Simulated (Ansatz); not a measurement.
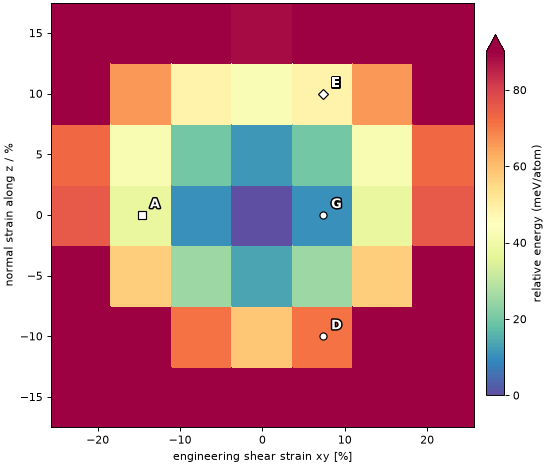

Ti (Im-3m, No. 229; 1 atom in the cell). The energy is mapped over two homogeneous strains (x, y and z along the cube axes). Coordinates scanned: (1) engineering shear strain xy; (2) normal strain along z. Nothing is relaxed (symmetry fixes all fractional coordinates). Grid: 7 × 7 points; 28 points were computed and 21 follow by symmetry. Points are written as (first, second). Energies are in meV/atom, from the lowest grid point. Computed with DFT PBEsol, scalar-relativistic, plane waves, PAW in Ansatz. Settings: cutoff 520 eV, k-mesh 20×20×20, gaussian smearing 0.15 eV, no spin polarisation.

In the figure: one coloured cell a grid point, one colour for all values above the top of the scale, lettered points.

Q: Is E the lowest point of the computed grid?

A: No. E lies 49 meV/atom above the lowest grid point, which is at (0.0 %, 0 %).

Q: What kind of point is each of A, D, E: minimum, saddle, maximum or slope?

A: A: on a slope; D: on a slope; E: on a slope. (In these two coordinates alone; a stationary point may lie a little off the grid point.)

PAW datasets: the set soft_1.
